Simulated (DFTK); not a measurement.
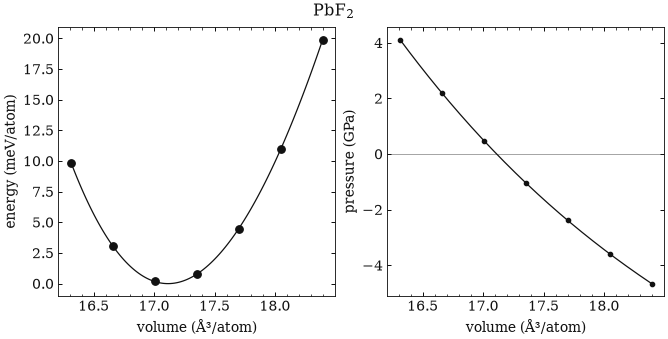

The picture above shows the energy and pressure against volume for PbF₂, space group Fm-3m (No. 225).

The given structure:
```
CELL_PARAMETERS angstrom
0.00000 2.96366 2.96366
2.96366 0.00000 2.96366
2.96366 2.96366 0.00000
ATOMIC_POSITIONS crystal
Pb 0.00000 0.00000 0.00000
F 0.75000 0.75000 0.75000
F 0.25000 0.25000 0.25000
```

How it was computed, with DFTK 0.8.2: plane-wave DFT, no spin polarisation; energies at scaled volumes of the given cell, shape and fractions fixed, counted from the fit's minimum, third-order Birch-Murnaghan fit. Level: PBEsol.

k mesh 8×8×8; occupations Fermi–Dirac; smearing width 0.05 eV; potentials dojo.nc.sr.pbesol.v0_4_1.standard; wave cutoff 1143 eV.

What equilibrium volume and bulk modulus follow from the curve?

Answer. A third-order Birch–Murnaghan fit gives V0 = 17.11 Å³/atom, B0 = 76.6 GPa and B′ = 4.8.

What does the pressure do across the range?

Answer. It falls from 4.11 GPa at volume 16.31 Å³/atom to −4.66 GPa at 18.39 Å³/atom, and changes sign near 17.12 Å³/atom.

Note: spin-orbit coupling left out, heavy elements.
